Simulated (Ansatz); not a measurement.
O₃₃Sr₃₁: several calculations on one system

## 1. Relaxation

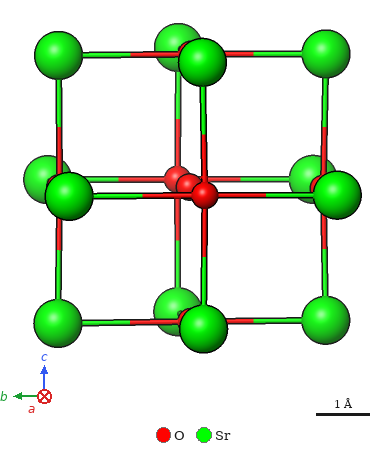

A defect cell of composition O33Sr31 (cell charge +2), before the relaxation. Style: ball-and-stick. Shown: the atoms within 4.2 Å of the atom that moves most (axes of the cell of the calculation (origin shifted)), from a free direction.

Method: DFT, PBEsol, PAW, plane waves in Ansatz 0.2.0.

Settings: plane-wave cutoff 420 eV; k-point mesh 1 × 1 × 1; mesh shifted by (0.25, 0.25, 0.25); no spin polarisation; atoms relaxed in a fixed cell; force threshold 0.03 eV/Å; at most 80 steps.

```
O Sr
1.0
    10.24549    0.00000    0.00000
     0.00000   10.24549    0.00000
     0.00000    0.00000   10.24549
O Sr
33 31
Direct
  0.24683 0.99901 0.99544
  0.24691 0.99774 0.50003
  0.24909 0.49936 0.00293
  0.24859 0.49769 0.50158
  0.75103 0.99745 0.00070
  0.75074 0.00173 0.50161
  0.74844 0.49996 0.00162
  0.74813 0.50336 0.50008
  0.99917 0.25002 0.99699
  0.99821 0.25348 0.50019
  0.99791 0.74883 0.99795
  0.00170 0.74962 0.50301
  0.49791 0.24644 0.00152
  0.50421 0.25236 0.49694
  0.49804 0.74996 0.00664
  0.50335 0.74661 0.50148
  0.00105 0.99776 0.25409
  0.99836 0.99799 0.75278
  0.00045 0.49816 0.24811
  0.00163 0.49936 0.74849
  0.49955 0.99916 0.25068
  0.49811 0.99914 0.75134
  0.49819 0.50085 0.24973
  0.49994 0.50001 0.74977
  0.50242 0.50351 0.50121
  0.24931 0.24649 0.25148
  0.25109 0.24881 0.75193
  0.25207 0.74864 0.25119
  0.24933 0.75166 0.75098
  0.75086 0.24987 0.24753
  0.75064 0.25100 0.75058
  0.74874 0.75458 0.25090
  0.75137 0.74784 0.74945
  0.00199 0.00129 0.99949
  0.00098 0.00369 0.50031
  0.99986 0.49594 0.99973
  0.99916 0.50062 0.50253
  0.49922 0.00356 0.99849
  0.49759 0.99886 0.49774
  0.50194 0.50096 0.99633
  0.25077 0.24866 0.00073
  0.25195 0.24917 0.50033
  0.25083 0.74897 0.99853
  0.25314 0.75159 0.50082
  0.74669 0.25030 0.00103
  0.74705 0.24921 0.49871
  0.75230 0.74894 0.00018
  0.74851 0.74662 0.50096
  0.25182 0.00123 0.24649
  0.24991 0.99774 0.74731
  0.24841 0.49998 0.25154
  0.24769 0.50224 0.75034
  0.74842 0.00140 0.25065
  0.74901 0.99891 0.74975
  0.74818 0.50291 0.25244
  0.75133 0.50140 0.74649
  0.00441 0.25097 0.25029
  0.00166 0.24783 0.75222
  0.99953 0.75113 0.24901
  0.00431 0.74986 0.74631
  0.50142 0.24810 0.25056
  0.50043 0.24767 0.74880
  0.49834 0.75033 0.24773
  0.49993 0.74895 0.74890
```

Q: Where does the relaxation end?

A: The largest move is that of O25, 1.36 Å roughly along +b. By element the largest moves are O 1.36 Å, Sr 0.14 Å. The cell stays as it was. Near-neighbour distances that change, for instance: O16–O25 2.491 → 1.366 Å, O25–Sr64 3.573 → 2.715 Å, O25–Sr48 3.544 → 2.722 Å, O25–Sr63 3.625 → 3.013 Å. New bonds form, among them: O16–O25 (2.49 → 1.37 Å), O25–Sr44 (3.60 → 3.00 Å), O25–Sr48 (3.54 → 2.72 Å), O25–Sr63 (3.63 → 3.01 Å). Over 13 geometry steps the energy falls by 3.640 eV per cell of the calculation. Largest force component: 0.77 eV/Å at the start, 0.024 eV/Å at the end. Cost: 21 s on 1 × NVIDIA GB300 Max-Q with 8 threads of Arm Neoverse-V2, peak memory 1.9 GiB.

Step by step:

```
step  E − E(0), meV/atom  largest force component, eV/Å
   0                0.00                         0.7711
   1               -3.89                         0.6899
   2              -13.13                         0.6327
   3              -17.38                         1.1578
   4              -23.13                         1.7639
   5              -31.26                         2.5250
   6              -43.12                         3.0316
   7              -50.18                         2.7135
   8              -53.11                         3.3795
   9              -56.19                         1.1110
  10              -56.83                         0.0759
  11              -56.86                         0.0215
  12              -56.86                         0.0333
  13              -56.87                         0.0238
```

The end point in the same view:

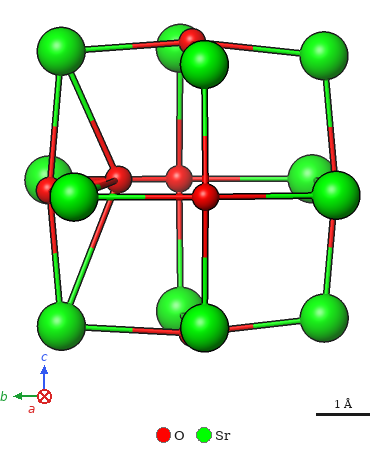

Limits of the set-up: the cell is charged, on a uniform background, and energies carry no finite-size correction.

## 2. Relaxation

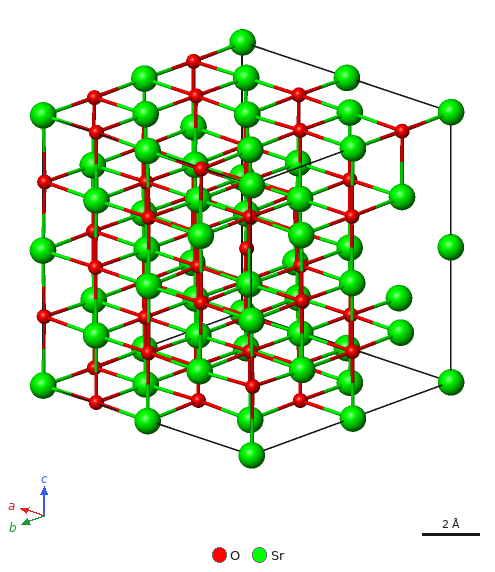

Starting structure of a defect cell of composition O₃₃Sr₃₁ (cell charge −1). A ball-and-stick model of the cell of the calculation (origin shifted), seen from a free direction.

Method: DFT, PBEsol, PAW, plane waves in Ansatz 0.2.0.

(plane-wave cutoff 420 eV; k-point mesh 1 × 1 × 1; mesh shifted by (0.25, 0.25, 0.25); collinear spin; atoms relaxed in a fixed cell; force threshold 0.03 eV/Å; at most 80 steps)

```
O Sr
1.0
    10.24549    0.00000    0.00000
     0.00000   10.24549    0.00000
     0.00000    0.00000   10.24549
O Sr
33 31
Direct
  0.24683 0.99901 0.99544
  0.24691 0.99774 0.50003
  0.24909 0.49936 0.00293
  0.24859 0.49769 0.50158
  0.75103 0.99745 0.00070
  0.75074 0.00173 0.50161
  0.74844 0.49996 0.00162
  0.74813 0.50336 0.50008
  0.99917 0.25002 0.99699
  0.99821 0.25348 0.50019
  0.99791 0.74883 0.99795
  0.00170 0.74962 0.50301
  0.49791 0.24644 0.00152
  0.50421 0.25236 0.49694
  0.49804 0.74996 0.00664
  0.50335 0.74661 0.50148
  0.00105 0.99776 0.25409
  0.99836 0.99799 0.75278
  0.00045 0.49816 0.24811
  0.00163 0.49936 0.74849
  0.49955 0.99916 0.25068
  0.49811 0.99914 0.75134
  0.49819 0.50085 0.24973
  0.49994 0.50001 0.74977
  0.50242 0.50351 0.50121
  0.24931 0.24649 0.25148
  0.25109 0.24881 0.75193
  0.25207 0.74864 0.25119
  0.24933 0.75166 0.75098
  0.75086 0.24987 0.24753
  0.75064 0.25100 0.75058
  0.74874 0.75458 0.25090
  0.75137 0.74784 0.74945
  0.00199 0.00129 0.99949
  0.00098 0.00369 0.50031
  0.99986 0.49594 0.99973
  0.99916 0.50062 0.50253
  0.49922 0.00356 0.99849
  0.49759 0.99886 0.49774
  0.50194 0.50096 0.99633
  0.25077 0.24866 0.00073
  0.25195 0.24917 0.50033
  0.25083 0.74897 0.99853
  0.25314 0.75159 0.50082
  0.74669 0.25030 0.00103
  0.74705 0.24921 0.49871
  0.75230 0.74894 0.00018
  0.74851 0.74662 0.50096
  0.25182 0.00123 0.24649
  0.24991 0.99774 0.74731
  0.24841 0.49998 0.25154
  0.24769 0.50224 0.75034
  0.74842 0.00140 0.25065
  0.74901 0.99891 0.74975
  0.74818 0.50291 0.25244
  0.75133 0.50140 0.74649
  0.00441 0.25097 0.25029
  0.00166 0.24783 0.75222
  0.99953 0.75113 0.24901
  0.00431 0.74986 0.74631
  0.50142 0.24810 0.25056
  0.50043 0.24767 0.74880
  0.49834 0.75033 0.24773
  0.49993 0.74895 0.74890
```

Question: What does the optimiser find from here?

Answer: The atom that moves furthest is O25 (0.80 Å along [1 1 1]). Largest moves by element: O 0.80 Å, Sr 0.09 Å. The lattice vectors keep their values. Near-neighbour distances that change, for instance: O25–Sr56 3.580 → 2.899 Å, O25–Sr64 3.573 → 2.900 Å, O25–Sr48 3.544 → 2.903 Å, O14–Sr39 2.598 → 2.346 Å. New bonds form, among them: O25–Sr48 (3.54 → 2.90 Å), O25–Sr56 (3.58 → 2.90 Å), O25–Sr64 (3.57 → 2.90 Å). Bond angles that change, for instance: O14–Sr61–O23 89.2° → 102.2°, O16–Sr63–O23 88.7° → 101.3°, O4–Sr42–O14 90.1° → 102.2°. The energy falls by 1.681 eV per cell of the calculation in 8 geometry steps. Largest force component: 1.6 eV/Å at the start, 0.019 eV/Å at the end. Cost: 15 s on 1 × NVIDIA GB300 Max-Q with 8 threads of Arm Neoverse-V2, peak memory 2 GiB.

After the run, drawn alike:

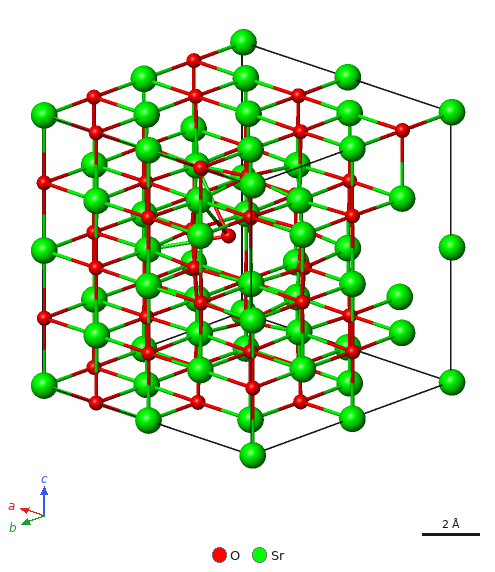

Limits of the set-up: the cell is charged, on a uniform background, and energies carry no finite-size correction.

## 3. Defect

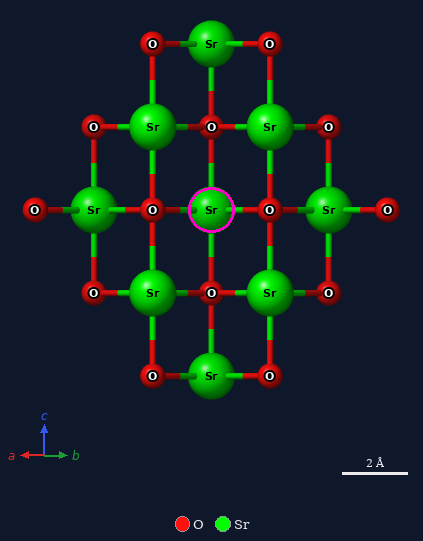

Perfect SrO. A ball-and-stick model of the atoms within 6.0 Å of one point, in a slice 4.2 Å thick across the line of sight, seen along [110].

All numbers below come from Ansatz, DFT, PBEsol, PAW, plane waves. (plane-wave cutoff 420 eV; k-point mesh 1 × 1 × 1; mesh shifted by (0.25, 0.25, 0.25); collinear spin) Fermi-Dirac smearing of 0.01 eV. A uniform background neutralises the charged cell. The axes drawn are those of the host's conventional cell.

A strontium atom is replaced by oxygen at the ringed place, in charge state −1. The supercell has 64 sites, and the atoms are relaxed at the host's cell.

> Predict the relaxed surroundings of the defect.

In the host the Sr atom has 6 O at 2.56 Å; the O atom ends with 3 O at 2.36 Å. Of the host's atoms, an oxygen atom moves furthest from its site, by 0.21 Å. The O atom itself moves 0.86 Å from where it was put. The cell's net moment is 3.00 μB.

The relaxed defect, seen from the same direction:

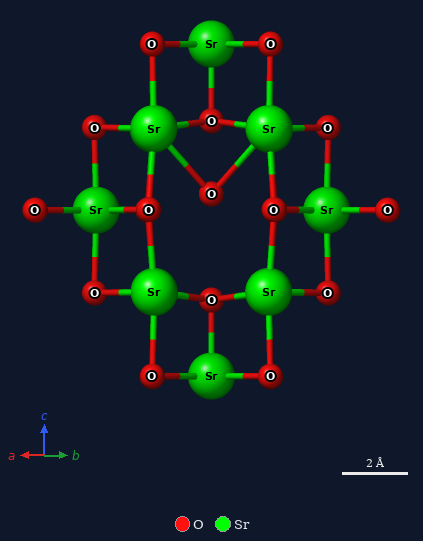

Limits of the set-up: the cell is charged, on a uniform background, and energies carry no finite-size correction.

## 4. Defect

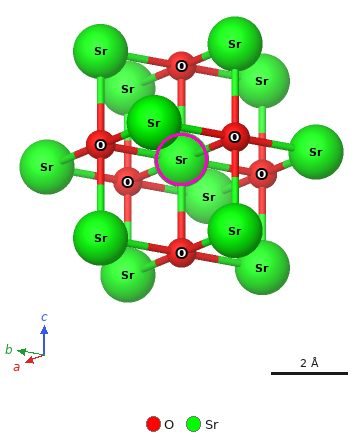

Perfect SrO. A ball-and-stick model of the atoms within 3.8 Å of one point, seen from a free direction.

Method: DFT, PBEsol, PAW, plane waves in Ansatz 0.2.0. Set-up: plane-wave cutoff 420 eV; k-point mesh 1 × 1 × 1; mesh shifted by (0.25, 0.25, 0.25); no spin polarisation. Fermi-Dirac smearing of 0.01 eV. A uniform background neutralises the charged cell. The axes drawn are those of the host's conventional cell.

A strontium atom is replaced by oxygen at the ringed place, in charge state −2. The supercell has 64 sites, and the atoms are relaxed at the host's cell.

### How do the neighbours respond?

In the host the Sr atom has 6 O at 2.56 Å; the O atom ends with 1 O at 1.46 Å. Of the host's atoms, an oxygen atom moves furthest from its site, by 0.50 Å. The O atom itself moves 1.60 Å from where it was put.

The relaxed defect, seen from the same direction:

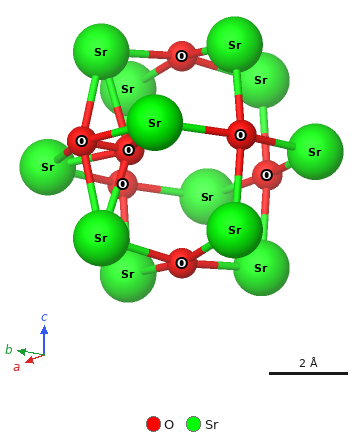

Limits of the set-up: the cell is charged, on a uniform background, and energies carry no finite-size correction.
